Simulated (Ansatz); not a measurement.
**ZnCu₂SnSe₄: density, localisation and related maps**

```
CELL_PARAMETERS angstrom
5.53457 -0.00150 0.00305
0.00150 -5.54055 0.00109
2.76499 -2.76994 -5.52876
ATOMIC_POSITIONS crystal
Sn 0.50034 0.48205 0.00757
Se 0.60784 0.09057 0.27418
Se 0.90511 0.87430 0.72899
Se 0.10244 0.63399 0.28219
Se 0.38949 0.36281 0.74135
Cu 0.23990 0.71177 0.53295
Cu 0.74520 0.25680 0.51700
Zn 0.00920 0.00446 0.00137
```

Space group P1; a generated structure, not necessarily the stable one; not relaxed (largest force 1.8 eV/Å); computed pressure about 10 GPa in this cell; computed without spin polarisation.

All numbers below come from DFT, PAW plane waves, PBE (Ansatz).

In a PAW calculation such maps are meaningful between the atoms, not at the nuclei.

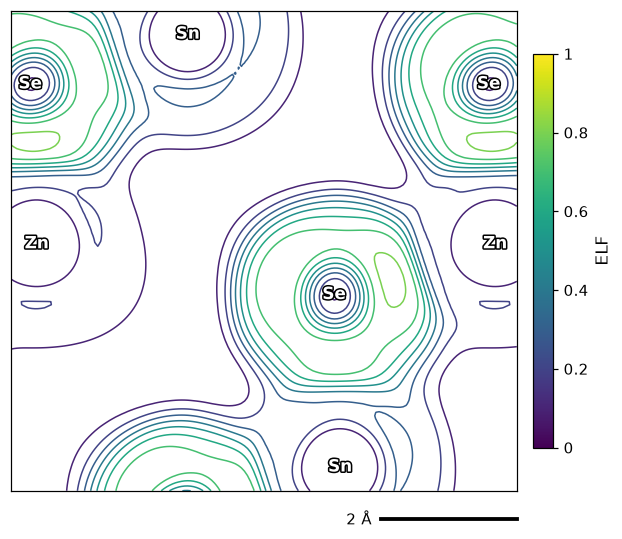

Figure 1. Electron localisation function on the (11̄0) plane of the conventional cell.

What does the map show?

Answer. The section cuts through Sn, Se and Zn sites. Zn–Se (2.37 Å): the ELF is about 0.60 at the midpoint. Sn–Se (2.44 Å): the ELF is about 0.60 at the midpoint.

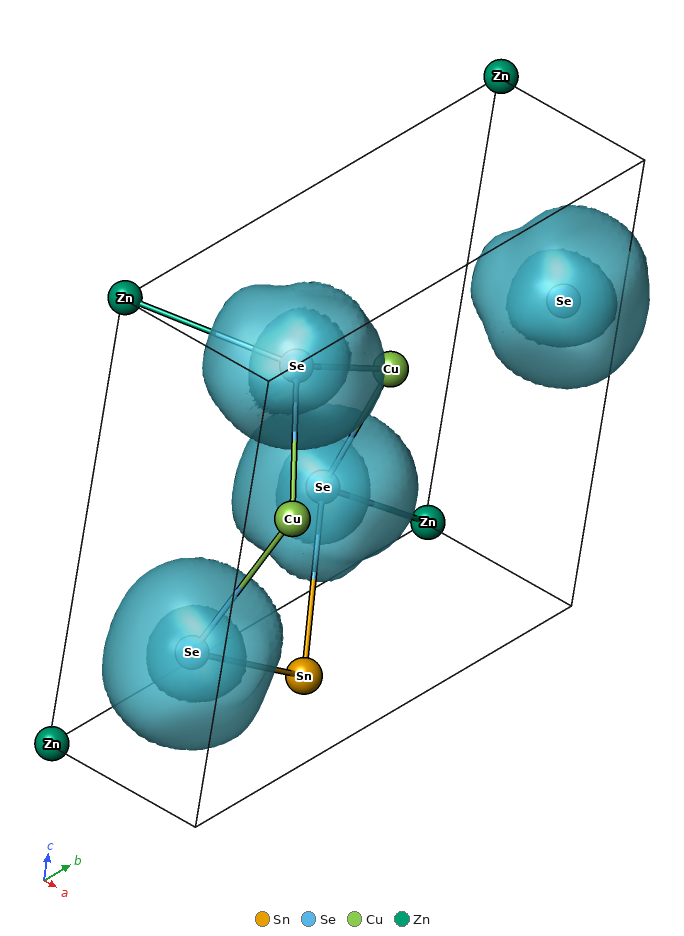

Figure 2. Isosurface of the electron localisation function at 0.7 (cyan), seen slightly off an axis. Core shells are left out. Sticks mark near contacts.

Describe the localisation domains.

Answer. At this value the surface marks out four regions wrapped around Se (the valence shell of each), counted in one cell of 8 atoms. Any copies at cell faces, edges or corners count once. Along the contacts the grid gives the following. Cu–Se (2.20 Å): the ELF is about 0.45 at the midpoint.

How much charge does the calculation move between the atoms?

Answer. Electrons move from Sn and Zn towards Se. Bader charges: Sn +1.16, Se −0.63, Cu +0.33 and Zn +0.71 e.
